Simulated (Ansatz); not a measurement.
**Geometry relaxation, with input and output: Sb (part 2 of 2)**

Sb (P6₃/mmc, 4 atoms in the cell); DFT PBE+D3(BJ), scalar-relativistic, plane waves, PAW, no spin polarisation (Ansatz 0.2.0); cutoff 420 eV, 12×12×4 k-mesh, Gaussian smearing of 0.1 eV. The structure was made by swapping elements on the sites of another compound; it need not be a known phase. It belongs to a series of runs on one base structure; here: Al -> Sb on all its sites, cell and atoms relaxed.

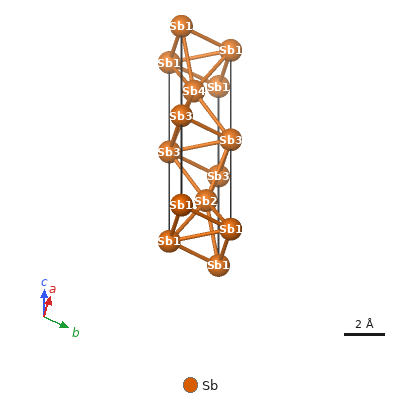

Fig. 1: The geometry at step 3 of the log (ball-and-stick view of the cell of the calculation, seen at an oblique angle; atoms are numbered from 1 in the order of the input).

## Output, continued
```
--- Stress (GPa, compression-positive) ---
        0.036437       0.000000       0.000000
        0.000000       0.036437       0.000000
        0.000000       0.000000       0.057686
  P = ⅓ Tr σ = 0.0435 GPa (0.435 kbar)
--- Band table (eV; the first three rows and the last of 57) ---
  k-point 0: bands = ["-17.1639", "-17.1608", "-17.1608", "-17.1602", "-17.1592", "-17.1592", "-17.1535", "-17.1535", "-17.1535", "-17.1535", "-17.1522", "-17.1492", "-17.1231", "-17.1231", "-17.1060", "-17.1060", "-17.0952", "-17.0952", "-17.0765", "-17.0765", "-0.9924", "0.2202", "0.2272", "2.7376", "6.1364", "11.1164", "11.1219", "16.1710", "16.1710", "16.8670", "16.8670", "16.9342", "16.9342", "17.4347", "17.8148", "17.8148"]
  k-point 1: bands = ["-17.1635", "-17.1609", "-17.1598", "-17.1598", "-17.1586", "-17.1586", "-17.1545", "-17.1545", "-17.1544", "-17.1544", "-17.1516", "-17.1495", "-17.1213", "-17.1213", "-17.1105", "-17.1105", "-17.0904", "-17.0904", "-17.0783", "-17.0783", "-0.9154", "-0.3035", "0.8827", "2.3719", "6.6594", "9.3938", "12.9738", "16.2223", "16.2223", "16.5970", "16.6048", "16.6048", "17.2211", "17.2211", "17.7338", "17.7338"]
  k-point 2: bands = ["-17.1623", "-17.1623", "-17.1576", "-17.1576", "-17.1576", "-17.1576", "-17.1562", "-17.1562", "-17.1562", "-17.1562", "-17.1504", "-17.1504", "-17.1167", "-17.1167", "-17.1167", "-17.1167", "-17.0834", "-17.0834", "-17.0834", "-17.0834", "-0.6850", "-0.6850", "1.6368", "1.6368", "7.8644", "7.8644", "14.8731", "14.8731", "16.3718", "16.3718", "16.3718", "16.3718", "17.5169", "17.5169", "17.5169", "17.5169"]
  k-point 56: bands = ["-17.1685", "-17.1685", "-17.1499", "-17.1499", "-17.1266", "-17.1266", "-17.1264", "-17.1264", "-17.1152", "-17.1152", "-17.1147", "-17.1147", "-17.1059", "-17.1059", "-17.1056", "-17.1056", "-17.0780", "-17.0780", "-17.0762", "-17.0762", "4.2300", "4.2300", "4.2389", "4.2389", "7.6879", "7.6879", "8.5750", "8.5750", "9.2893", "9.2893", "9.4939", "9.4939", "13.3242", "13.3242", "13.4792", "13.4792"]
--- Relaxed structure (3 steps of the walk, 3 accepted, 1 SCFs on fresh bases) ---
  F+E_penalty+E_count = -25938.92575940 eV   max|allowed force component| = 2.776e-17 eV/Å   (the final SCF, on the basis selected at the relaxed cell)
  cell:  # Å, volume = 104.5071 Å³
    - [3.307030966861776, 0.0, 0.0]
    - [-1.653515483430888, 2.8639728284041124, 0.0]
    - [0.0, 0.0, 11.034140141273545]
  atoms:
    - { symbol: Sb, position: [1.0939869409382495e-33, -3.2130584361802477e-34, 3.6107256284308806e-37] }
    - { symbol: Sb, position: [0.3333333333333333, 0.6666666666666667, 0.25] }
    - { symbol: Sb, position: [1.0605320961150547e-33, -3.638535941819438e-34, 0.5] }
    - { symbol: Sb, position: [0.6666666666666667, 0.3333333333333333, 0.75] }
```

## Trajectory as extended XYZ (Å, eV, eV/Å), 4 frames, from step=1 to step=4
```
4
Lattice="3.2940 0.0000 0.0000 -1.6470 2.8526 0.0000 0.0000 0.0000 11.1123" Properties=species:S:1:pos:R:3:forces:R:3 step=1 energy=-25938.92381 pressure_GPa=0.14
Sb    0.0000    0.0000    0.0000    0.0000   0.0000   0.0000
Sb    0.0000    1.9018    2.7781    0.0000   0.0000   0.0000
Sb    0.0000    0.0000    5.5562    0.0000   0.0000   0.0000
Sb    1.6470    0.9509    8.3342    0.0000   0.0000   0.0000
4
Lattice="3.3092 0.0000 0.0000 -1.6546 2.8658 0.0000 0.0000 0.0000 11.0478" Properties=species:S:1:pos:R:3:forces:R:3 step=2 energy=-25938.92562 pressure_GPa=-0.13
Sb    0.0000    0.0000    0.0000    0.0000   0.0000   0.0000
Sb    0.0000    1.9106    2.7619    0.0000   0.0000   0.0000
Sb    0.0000    0.0000    5.5239    0.0000   0.0000   0.0000
Sb    1.6546    0.9553    8.2858    0.0000   0.0000   0.0000
4
Lattice="3.3070 0.0000 0.0000 -1.6535 2.8640 0.0000 0.0000 0.0000 11.0341" Properties=species:S:1:pos:R:3:forces:R:3 step=3 energy=-25938.92575 pressure_GPa=0.04
Sb    0.0000    0.0000    0.0000    0.0000   0.0000   0.0000
Sb    0.0000    1.9093    2.7585    0.0000   0.0000   0.0000
Sb    0.0000    0.0000    5.5171    0.0000   0.0000   0.0000
Sb    1.6535    0.9547    8.2756    0.0000   0.0000   0.0000
4
Lattice="3.3070 0.0000 0.0000 -1.6535 2.8640 0.0000 0.0000 0.0000 11.0341" Properties=species:S:1:pos:R:3:forces:R:3 step=4 energy=-25938.92576 pressure_GPa=0.04
Sb    0.0000    0.0000    0.0000    0.0000   0.0000   0.0000
Sb    0.0000    1.9093    2.7585    0.0000   0.0000   0.0000
Sb    0.0000    0.0000    5.5171    0.0000   0.0000   0.0000
Sb    1.6535    0.9547    8.2756    0.0000   0.0000   0.0000
```

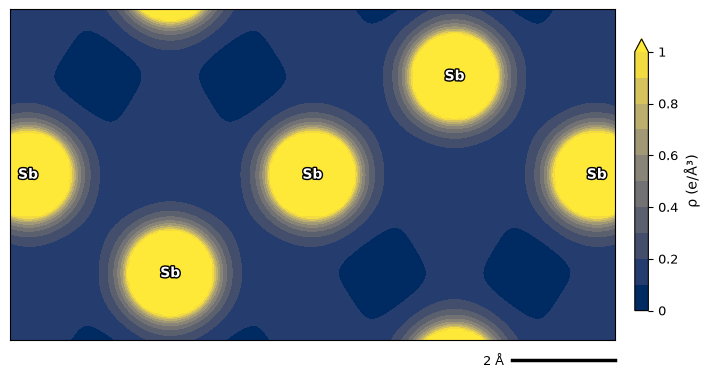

Fig. 2: Valence electron density on the (110) plane of the conventional cell. Sb–Sb (3.35 Å): the density is about 0.16 e/Å³ at the midpoint. Away from the nuclei the density in this plane falls to 0.06 e/Å³ at its lowest. In a PAW calculation such maps are meaningful between the atoms, not at the nuclei.

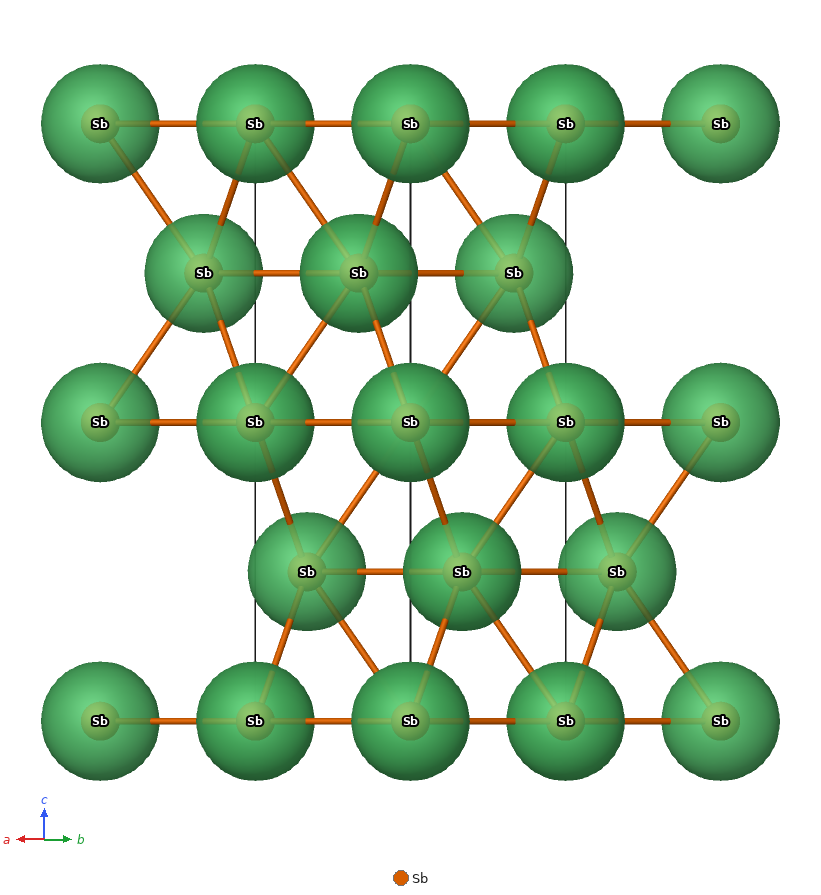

Fig. 3: Isosurface of the valence pseudo-density at 0.4 e/Å³ (green), seen along [110]. Sticks mark near contacts. The outline is the cell set on symmetry axes. At this value the density breaks into separate islands; it holds about 75 % of the electrons treated as valence (semicore included). It is pinched off along the Sb–Sb (3.31 Å) and Sb–Sb (3.35 Å) contacts. On the grid the lowest density along these lines, outside the cores, is 0.17 e/Å³ (Sb–Sb, 3.31 Å) and 0.16 e/Å³ (Sb–Sb, 3.35 Å).

This output came from the following input.

## Input file
```yaml
crystal:
  lattice:
    - [3.2939529462, 0.0, 0.0]
    - [-1.6469764731, 2.8526469303, 0.0]
    - [0.0, 0.0, 11.1123205242]
  atoms:
    - { symbol: Sb, position: [0.0, 0.0, 0.0] }
    - { symbol: Sb, position: [0.3333333333, 0.6666666667, 0.25] }
    - { symbol: Sb, position: [0.0, 0.0, 0.5] }
    - { symbol: Sb, position: [0.6666666667, 0.3333333333, 0.75] }
basis:
  ecutwfc: 420
kpoints:
  mp_grid: { grid: [12, 12, 4] }
hamiltonian:
  xc: pbe
  dispersion: d3bj
scf:
  occupations: { method: gaussian, width: 0.1 }
output:
  forces: true
  stress: true
  eigenvalues: true
  write_density: true
  write_potential: true
  elf: true
  volumetric_format: npy
relax:
  adjacent_minimum: "off"
  f_tol: 0.01
  max_steps: 60
  cell: { stress_tol: 0.1 }
```

Launch command:
```bash
ansatz run input.yaml --threads 1 --pin off --max-ram 2560MiB --backend cpu --events-out ev --progress --plain --runs-dir out
```

## Summary

| quantity | value |
| --- | --- |
| outcome | converged |
| space group (tolerance 0.01 Å) | P6₃/mmc (194) |
| electrons treated | 60 |
| free energy | −25938.9258 eV |
| Fermi energy | 12.172 eV |
| gap on the k-point mesh | none (metallic) |
| pressure | 0.04 GPa |
| final volume | 104.51 Å³ |
| largest force (length of the vector) at the end | under 0.001 eV/Å |
| final cell | a = 3.307 Å, b = 3.307 Å, c = 11.034 Å, α = 90.00°, β = 90.00°, γ = 120.00° |
| hardware | 1 thread of Intel Xeon (Granite Rapids), 32 GiB of memory available, shared host |
| wall time | 22 s |
| peak memory | 0.51 GiB |
